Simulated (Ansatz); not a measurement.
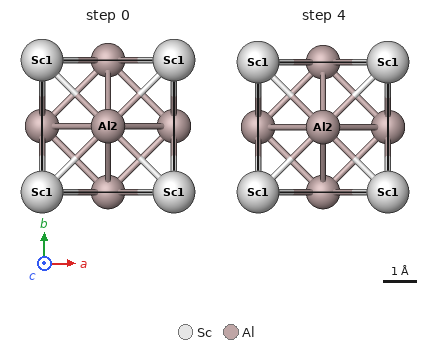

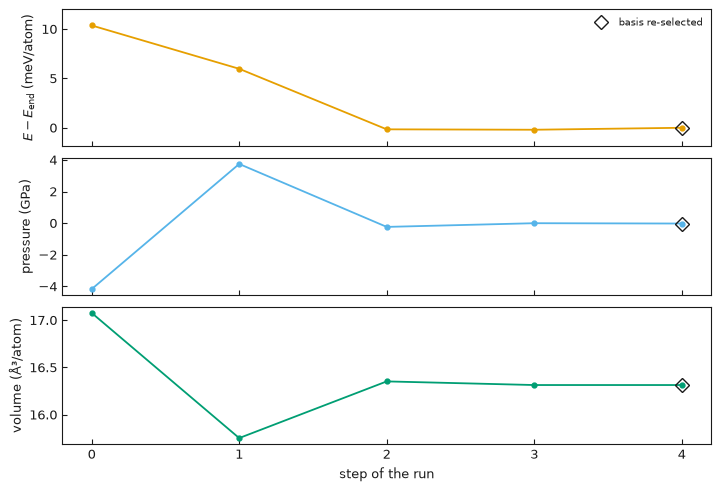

First and last geometry of a relaxation of a crystal of ScAl$_{3}$ (set up in Pm-3m), with the history of the run. Style: ball-and-stick. Shown: the cell of the calculation, along the c axis.

The run lets cell and atoms move.

Computed with Kohn-Sham DFT of a periodic cell, PBEsol with D3(BJ)-ATM, Ansatz PAW in Ansatz 0.2.0.

Input
```yaml
crystal:
  lattice:
    - [4.08780657, 0.0, 0.0]
    - [0.0, 4.08780657, 0.0]
    - [0.0, 0.0, 4.08780657]
  atoms:
    - { symbol: Sc, position: [0.0, 0.0, 0.0] }
    - { symbol: Al, position: [0.5, 0.5, 0.0] }
    - { symbol: Al, position: [0.0, 0.5, 0.5] }
    - { symbol: Al, position: [0.5, 0.0, 0.5] }
hamiltonian:
  xc: pbesol
  pseudopotentials: { kind: paw }
  dispersion: d3bjatm
kpoints:
  mp_grid: { grid: [7, 7, 7] }
scf:
  occupations: { method: fermi_dirac, width: 0.05 }
output:
  forces: true
  stress: true
  eigenvalues: true
  write_density: true
  write_potential: true
  elf: true
  volumetric_format: npy
relax:
  f_tol: 0.01
  max_steps: 40
  cell: { stress_tol: 0.05 }
```

Launched with:
```bash
ansatz run input.yaml --threads 2 --pin off --max-ram 5632MiB --backend cpu --events-out ev --progress --plain --runs-dir out
```

### Did the run converge, and what did it change?

It converged. No atom moves by more than 0.005 Å relative to the cell. Cell: a = b = c 4.088 → 4.026 Å (−1.5 %). Volume −4.5 %. Among the contacts that change: Al–Al 2.891 → 2.847 Å, Al–Sc 2.891 → 2.847 Å. The space group stays Pm-3m (No. 221). After 3 accepted moves (4 points after the start) the energy has fallen by 10.4 meV per atom. All forces vanish by symmetry, so only the cell relaxes. The pressure goes from −4.17 to −0.02 GPa. At 1 point the geometry stayed and the basis and grid were re-selected for the new cell (energy shift of 0.2 meV per atom at most each time).
